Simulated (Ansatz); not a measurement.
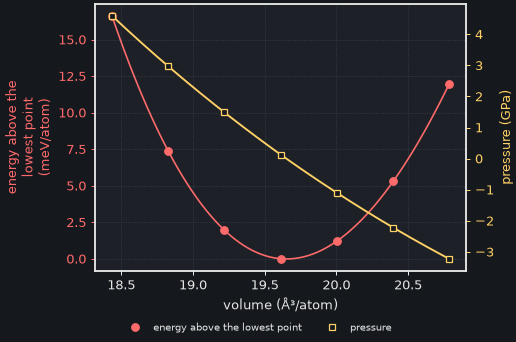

The figure shows the energy above the lowest point and pressure against volume for Ge, space group Fm-3m (No. 225) (one of a set of cubic test structures, which need not be the stable phase).

Computed with Ansatz 0.2.0 development build: equation of state of a cubic crystal from periodic Kohn-Sham density functional theory without spin, third-order Birch-Murnaghan fit to the free energies; pressure corrected for the finite basis. Level: PBE.

- structure type: fcc
- atoms in cell: 1
- space group number: 225
- lattice centring: face-centred primitive
- k mesh: 15×15×15
- occupation method: Fermi–Dirac
- occupation width: 0.06123 eV
- wave cutoff: 420 eV
- datasets: soft-1 PAW
- density tolerance: 1e−07 eV
- bands: 11
- density cutoff ratio: 4
- search for lower states: default

Give the fitted equation-of-state parameters.

A third-order Birch–Murnaghan fit gives V0 = 19.65 Å³/atom, B0 = 64 GPa and B′ = 3.7.

What does the pressure do across the range?

It falls from 4.598 GPa at volume 18.43 Å³/atom to −3.228 GPa at 20.79 Å³/atom, and changes sign near 19.65 Å³/atom.

Keep in mind: cubic model structure, not the ambient form; modest k-mesh, values are not fully converged in k.
